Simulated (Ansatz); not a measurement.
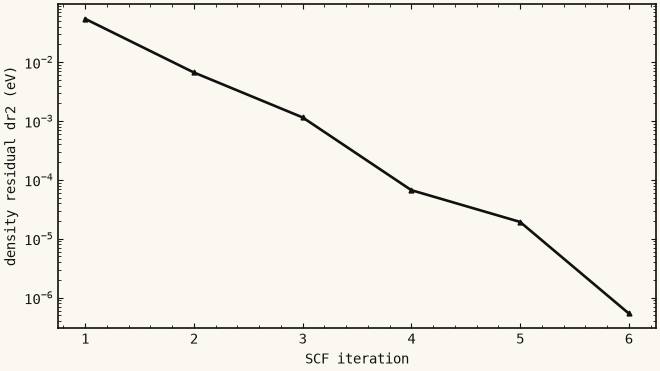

The plot shows the SCF iterations of a calculation: density residual dr2. The starting density is a sum of atomic densities corrected by a trained network.

Program: Ansatz.

```
crystal:
  lattice:
    - [-3.1277072714, 0.0, 0.0]
    - [0.0, 5.4173479053, 0.0]
    - [1.5638536357, -2.7086739526, -5.3909358698]
  atoms:
    - { symbol: Hf, position: [0.1139964372, 0.7928599469, 0.2513244206] }
    - { symbol: Hf, position: [0.6360035628, 0.2904733865, 0.2486755794] }
    - { symbol: Hf, position: [0.8677124643, 0.206278253, 0.7487969806] }
    - { symbol: Hf, position: [0.3822875357, 0.7103884136, 0.7512030194] }
    - { symbol: "N", position: [0.9981360826, -0.0057577135, 0.9964307101] }
    - { symbol: "N", position: [0.5018639174, 0.5057577135, 1.0035692899] }
    - { symbol: "N", position: [0.7506134578, 0.7457918373, 0.4946553989] }
    - { symbol: "N", position: [0.2493865422, 0.2542081627, 0.5053446011] }
basis:
  ecutwfc: 420
kpoints:
  mp_grid: { grid: [12, 12, 12] }
hamiltonian:
  xc: pbesol
scf:
  occupations: { method: gaussian, width: 0.15 }
output:
  forces: true
  stress: true
  eigenvalues: true
```

Command:
```bash
ansatz run input.yaml --threads 2 --pin off --max-ram 5120MiB --backend cpu --events-out ev --progress --plain --runs-dir out
```

Was self-consistency reached?

Answer. It was still iterating, at step 6, when the time limit ended it. The residual goes from 0.05 at the first step to 5 × 10⁻⁷ at the last. From the first spectrum the program read the system as a metal and chose the Kerker preconditioner.

What is the residual at the start and at the end?

Answer. It starts near 0.05 and ends near 5 × 10⁻⁷ eV.
